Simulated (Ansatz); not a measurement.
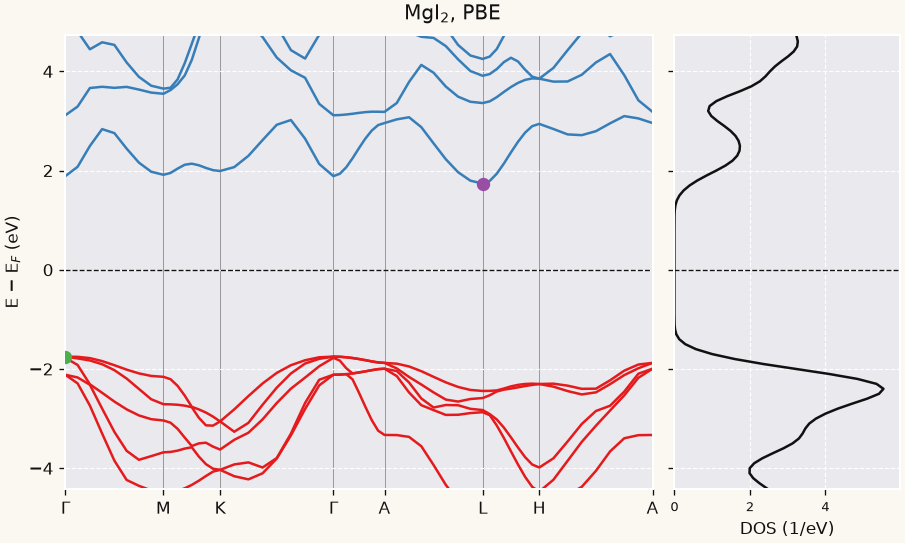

Write a caption that states what the plot shows.

Band structure and density of states of CdI2-type MgI₂, space group P-3m1, 3 atoms in the cell (a = 4.140 Å, c = 6.880 Å (hexagonal axes)). Ansatz; PBE, all-electron LAPW, no spin polarisation, no spin-orbit coupling, 8×8×4 k mesh, Fermi-Dirac smearing of 0.05 eV. Energies are counted from the Fermi level. The path runs straight from each named point to the next. The DOS curve is built from the levels of the k mesh with Gaussians 0.55 eV wide, which also blur the band edges; ripples of that width can come from the mesh.

The material is gapped. The gap along this path is 3.49 eV and indirect, from the valence-band top at Γ to the conduction-band bottom at L; the smallest direct gap is 3.64 eV, at Γ. Two bands meet at the valence-band top at Γ: it is doubly degenerate (spin aside). The next level lies only 0.02 eV lower. The top valence band spans 1.3 eV and the lowest conduction band 1.4 eV. The direct gaps are 3.64 eV at Γ, 5.05 eV at K and 4.18 eV at L.

The cell's inner coordinates are idealised or old. Spin-orbit coupling is left out, which matters for I. LDA, GGA and most meta-GGA functionals understate gaps.
